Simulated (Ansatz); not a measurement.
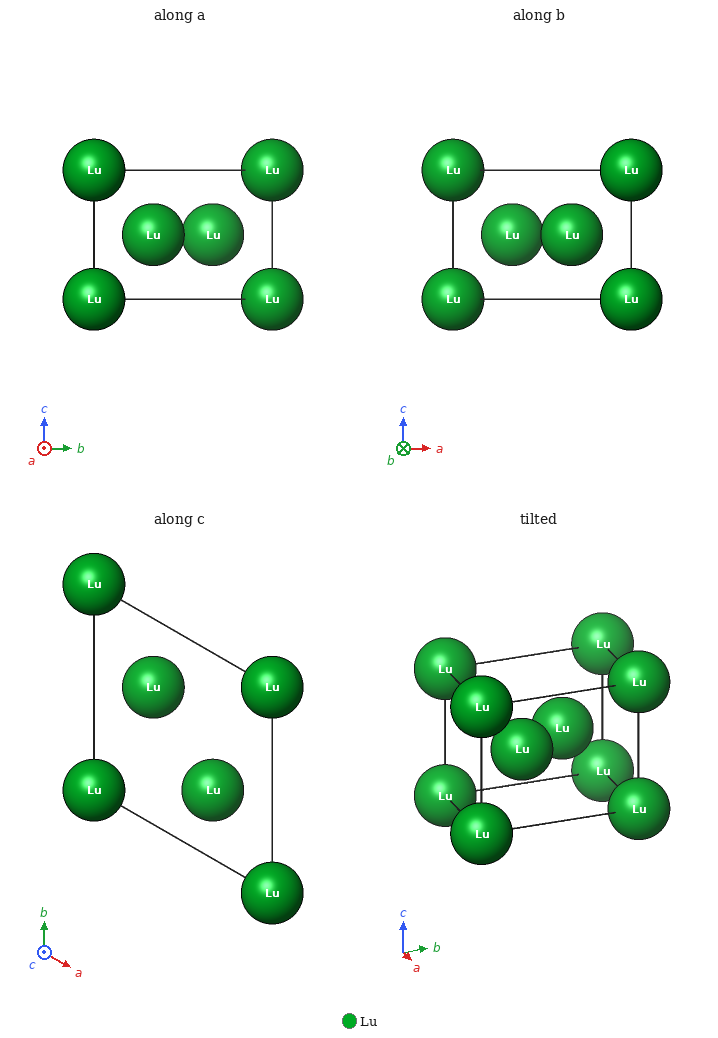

Spheres-only drawing of the structure, looking along the a axis, along the b axis, along the c axis and slightly off an axis. The lines enclose the conventional unit cell; boundary atoms appear with their images.

Lattice parameters: a = 5.074 Å, b = 5.074 Å, c = 3.184 Å, α = 90.00°, β = 90.00°, γ = 120.00°. Put a along x and b in the xy plane.

**Reconstruct the structure as a POSCAR file.**

```
Lu
1.0
     5.074    0.000    0.000
    -2.537    4.394    0.000
     0.000    0.000    3.184
Lu
3
Direct
  0.0000 0.0000 0.0000
  0.3333 0.6667 0.5000
  0.6667 0.3333 0.5000
```

It goes back to a structure type filled with this element by a generator (whether the element takes this form wasn't checked). Earlier steps of the study may have refined or changed the cell and positions. A calculation with Ansatz used it as input.

At this level of theory the cell isn't at rest (compressed, at 5 GPa), so its distances can differ from those at equilibrium, the more so the softer the solid.
